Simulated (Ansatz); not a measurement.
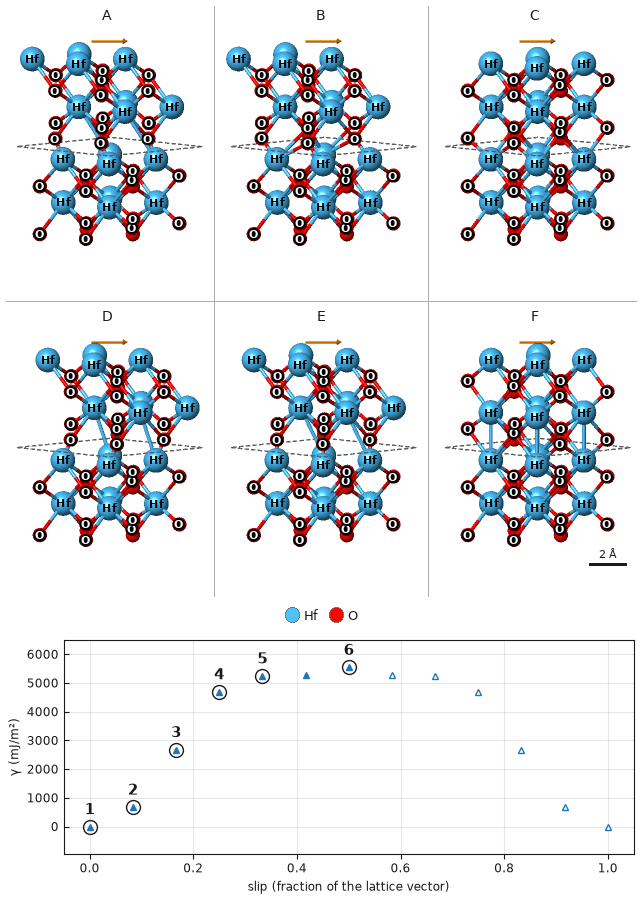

Energy scan for a crystal of HfO2 (P4_2/nmc), in which the crystal above a cut along the (0 0 1) plane of the conventional cell (between a plane of Hf below and one of O above, 1.02 Å apart) is slid rigidly by fractions of an in-plane lattice vector 5.10 Å long (a generalised stacking fault). One cut stands in each cell, which starts 10.5 Å high; nothing is relaxed, and the dashed outline marks the cut, the arrow on top the direction of slip. The frames are shuffled; the numbered points of the plot belong to them. Hollow markers are points alike by symmetry, not computed again. The picture is a ball-and-stick view of the layers on both sides of the cut, seen from the side, nearly along the cut plane.

Method: DFT PBE, scalar-relativistic, plane waves, PAW in Ansatz 0.2.0. (plane-wave cutoff 420 eV; k-point mesh 6 × 6 × 2; occupations gaussian; smearing width 0.05 eV; no spin polarisation). Energies (free energies at the smearing named) are counted from the relaxed crystal.

Match the frames to the points.

Point 1 is frame C (the slip 0.00, 0 mJ/m²); 2 is frame B (the slip 0.083, 679 mJ/m²); 3 is frame A (the slip 0.167, 2680 mJ/m²); 4 is frame E (the slip 0.25, 4696 mJ/m²); 5 is frame D (the slip 0.333, 5247 mJ/m²); 6 is frame F (the slip 0.50, 5546 mJ/m²). The curve starts and ends at zero, since a full lattice vector restores the crystal. Its highest computed point is 5546 mJ/m² at slip 0.50, which the unstable stacking-fault energy of this rigid path equals or slightly exceeds. No local minimum shows among the points, so there is no metastable fault on this line. The path is symmetric about half-way. Relaxation across the fault would lower the values.
